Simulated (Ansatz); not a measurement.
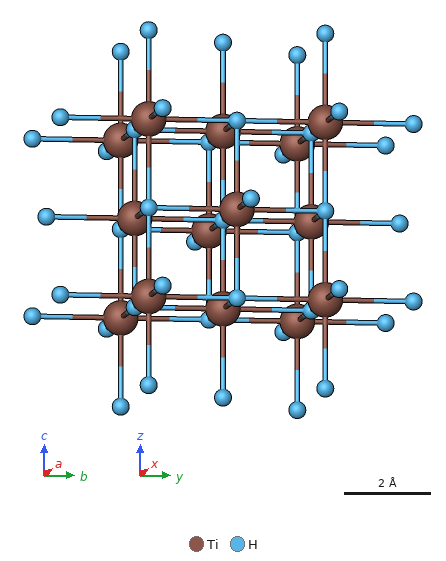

Crystalline TiH (Fm-3m): the ratio of the cell's length along z to its lengths across, counted as 1 for the reference, is changed at fixed volume (a tetragonal or Bain path), with the atoms kept at their fractional coordinates. x, y and z are the Cartesian axes of the input. The picture shows the reference cell. Style: ball-and-stick. Shown: the conventional cell (4 times the calculation's cell), along the a axis, with a slight tilt. Lengths and directions refer to the drawn axes.

Computed with DFT LDA, scalar-relativistic, plane waves, PAW (Ansatz 0.2.0). (plane-wave cutoff 420 eV; k-point mesh 22 × 22 × 22; occupations gaussian; smearing width 0.15 eV; no spin polarisation). Energies (free energies at the smearing named) are counted from the cell as listed in its source, which wasn't relaxed.

```xyz
2
Lattice="0.0000 2.0897 2.0897 2.0897 0.0000 2.0897 2.0897 2.0897 0.0000" Properties=species:S:1:pos:R:3 pbc="T T T"
Ti    0.0000    0.0000    0.0000
H     2.0897    2.0897    2.0897
```

**Predict the energy profile (the relative ratio: 0.707, 0.850, 1.000, 1.200, 1.414).**

| axial ratio over its reference value | energy change (meV/atom) |
| --- | --- |
| 0.707 | 225.7 |
| 0.850 | 7.1 |
| 1.000 | 0.0 |
| 1.200 | 5.3 |
| 1.414 | 94.3 |

Of the computed points the lowest is at the relative ratio 1.00, 0.0 meV/atom. The unrelaxed reference is under a pressure of −7.9 GPa. The distortion takes the space group from Fm-3m to I4/mmm. At the relative ratio 1.414 the cell of the drawing goes a 4.179 → 3.724 Å, b 4.179 → 3.724 Å, c 4.179 → 5.265 Å.
